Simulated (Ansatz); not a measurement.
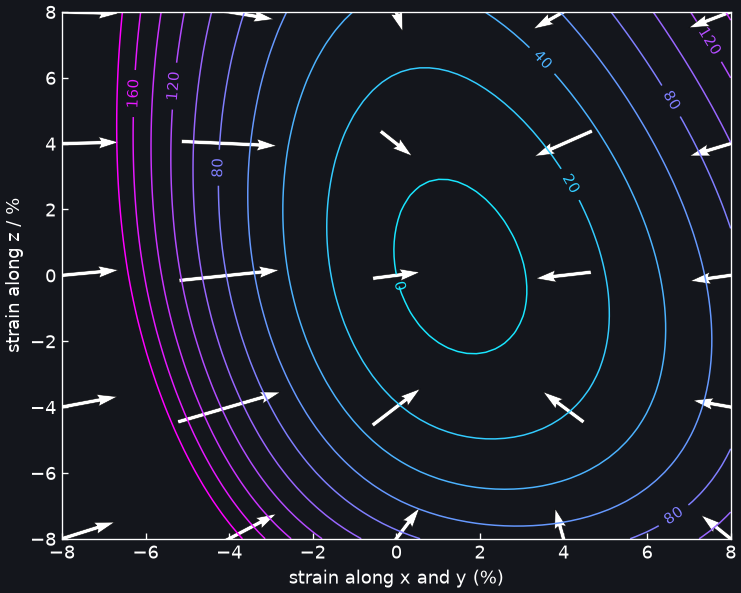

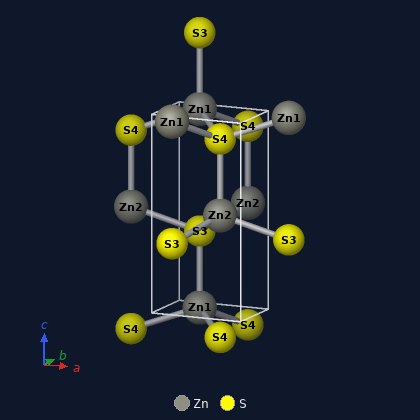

Energy landscape of ZnS (P6_3mc, No. 186; 4 atoms in the cell). The cell is strained homogeneously, by one strain along x and y and another along z, with fractional coordinates fixed (x along [1 0 0], z along [0 0 1] of the conventional cell). First axis: strain along x and y. Second axis: strain along z. The scan uses a 5 × 5 grid. Points are written as (first, second). Energies: meV/atom, counted from the lowest grid point. The reference cell is the one listed in the database, not relaxed at this level. These are results of DFT PBE, scalar-relativistic, plane waves, PAW (Ansatz), not measurements. Settings: cutoff 420 eV, k-mesh 12×12×6 in the order of the run's cell vectors, gaussian smearing 0.05 eV, no spin polarisation.

Drawn: contour lines labelled in meV/atom (none above 180), arrows along the force (downhill), their lengths compressed. Between grid points the surface is interpolated. The second picture is the structure at the lowest point

**Describe this landscape.**

The lowest grid point is at (0 %, 0 %). The bottom of the well lies between grid points, at about (1 %, 0 %), about 6 meV/atom lower on the interpolated surface. It is the only kind of minimum in the scanned range. The highest grid point, (−8 %, −8 %), lies 431 meV/atom above the lowest. Round the minimum the valley is somewhat tilted: raising strain along x and y shifts the best value of strain along z downwards (coupling k₁₂/√(k₁₁k₂₂) about 0.2). The gap on the k-mesh is 2.2 eV at the lowest point and runs from 1.2 to 3.2 eV over the map.
